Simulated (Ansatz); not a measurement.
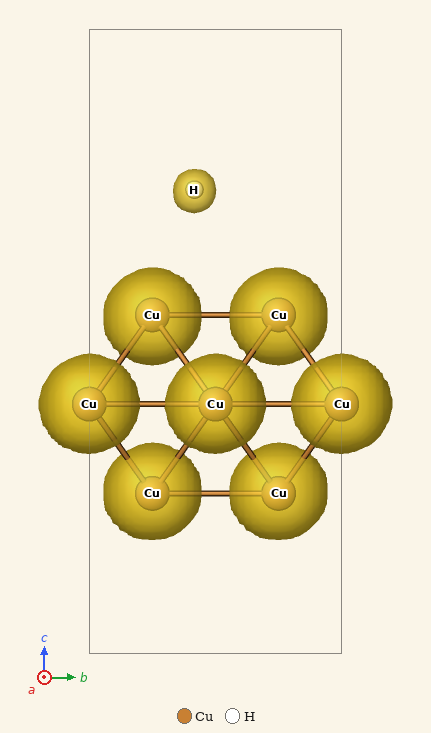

Figure. Cu₁₂H (slab). Isosurface of the valence charge density (pseudo) at 0.4 e/Å³ (yellow), seen along the a axis. Sticks mark near contacts.

A point of a scan over the structure, not its minimum; not relaxed (largest force 1.5 eV/Å); computed without spin polarisation; PAW files of the earlier set (soft_1).

Level of theory: DFT PBE+D3(BJ), scalar-relativistic, plane waves, PAW in Ansatz 0.2.0.

Core electrons are frozen (PAW), and the valence fields are smoothed inside the atomic spheres.

Question: How is the density connected at this value?

Answer: At this value the density breaks into separate islands; it holds about 90 % of the electrons treated as valence (semicore included). It bridges none of the near contacts. It is pinched off along the sampled Cu–Cu (2.52 Å) and Cu–H (2.67 Å) contacts. On the grid the lowest density along these lines, outside the cores, is 0.29 e/Å³ (Cu–Cu, 2.52 Å) and 0.11 e/Å³ (Cu–H, 2.67 Å).

Question: Does the calculation give a band gap?

Answer: It is gapless in this calculation (a metal or semimetal).
